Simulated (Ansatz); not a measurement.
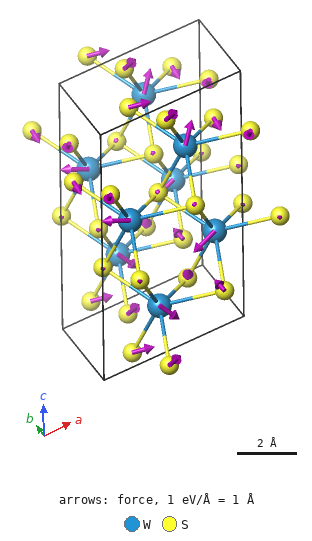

Starting geometry of a defect cell of composition W$_{2}$S$_{5}$ with the computed forces as purple arrows. The picture is a ball-and-stick view of the cell of the calculation, seen slightly off an axis.

Case: W vacancy (site a), charge +0, atoms relaxed at the host's cell.

Level of theory: Ansatz, DFT PBE, scalar-relativistic, plane waves, PAW.

The input:
```yaml
crystal:
  lattice:
    - [4.7816210048, -2.7606701743, 0.0]
    - [1.5938736683, -0.9202233914, -7.4744489262]
    - [6.375494673, 5.5213403485, 0.0]
  atoms:
    - { symbol: W, position: [0.4006774492, 0.9979676524, 0.2] }
    - { symbol: W, position: [0.8006774492, 0.9979676524, 0.4] }
    - { symbol: W, position: [0.2006774492, 0.9979676524, 0.6] }
    - { symbol: W, position: [0.6006774492, 0.9979676524, 0.8] }
    - { symbol: S, position: [0.4040742748, 0.7877771756, 1.0], spin: 0.333 }
    - { symbol: S, position: [0.8040742748, 0.7877771756, 0.2], spin: 0.333 }
    - { symbol: S, position: [0.2040742748, 0.7877771756, 0.4] }
    - { symbol: S, position: [0.6040742748, 0.7877771756, 0.6] }
    - { symbol: S, position: [0.0040742748, 0.7877771756, 0.8], spin: 0.333 }
    - { symbol: S, position: [0.263948276, 0.208155172, 1.0], spin: 0.333 }
    - { symbol: S, position: [0.663948276, 0.208155172, 0.2], spin: 0.333 }
    - { symbol: S, position: [0.063948276, 0.208155172, 0.4] }
    - { symbol: S, position: [0.463948276, 0.208155172, 0.6] }
    - { symbol: S, position: [0.863948276, 0.208155172, 0.8], spin: 0.333 }
  host:
    lattice:
      - [1.5938736683, 0.9202233914, 7.4744489262]
      - [-1.5938736683, 0.9202233914, 7.4744489262]
      - [0.0, -1.8404467828, 7.4744489262]
    atoms:
      - { symbol: W, position: [0.0006774492, 0.0006774492, 0.0006774492] }
      - { symbol: S, position: [0.4040742748, 0.4040742748, 0.4040742748] }
      - { symbol: S, position: [0.263948276, 0.263948276, 0.263948276] }
basis:
  ecutwfc: 420
  xc_grid: 2
kpoints:
  mp_grid: { grid: [4, 3, 4], shift: [0.0, 0.0, 0.0] }
hamiltonian:
  xc: pbe
scf:
  occupations: { method: gaussian, width: 0.01 }
output:
  forces: true
  stress: false
  eigenvalues: true
  populations: true
  charged_corrections:
    defect_position: [0.00067745, 0.99796765, 1.0]
    epsilon: [[11.5894, 0.0, 0.0], [0.0, 11.5894, 0.0], [0.0, 0.0, 3.2073]]
  write_density: true
  write_potential: true
  elf: true
  volumetric_format: npy
magnetization:
  spin_polarized: true
relax:
  adjacent_minimum: "off"
  f_tol: 0.025
  max_steps: 45
```

Launched with:
```bash
ansatz run input.yaml --threads 4 --pin off --max-ram 8192MiB --backend cpu --events-out ev --progress --plain --runs-dir out
```

Question: What follows when this structure is relaxed?

Answer: It isn't relaxed: the largest force vector, on W atoms, is 1.07 eV/Å. The final displacements follow the starting forces only in part (cosine between the two patterns 0.64). The largest moves, 0.16 Å, are those of S5 and S10. S10 goes along +a. By element the largest moves are S 0.16 Å, W 0.09 Å. The cell stays as it was. Among the contacts that change: W1–W2 3.188 → 3.313 Å, W1–W2 (another image) 3.188 → 3.084 Å, W2–S11 2.420 → 2.362 Å, W1–S10 2.420 → 2.378 Å. Bond angles that change, for instance: W1–S7–W2 82.4° → 86.0°, S8–W3–S14 135.3° → 132.8°, S8–W3–S9 82.4° → 80.1°. After 3 geometry steps the energy has fallen by 0.282 eV per cell of the calculation. Largest force component: 1.1 eV/Å at the start, 0.023 eV/Å at the end.

Limits of the set-up: the periodic images lie only 5.5 Å apart, so the values are limited by the cell's size.
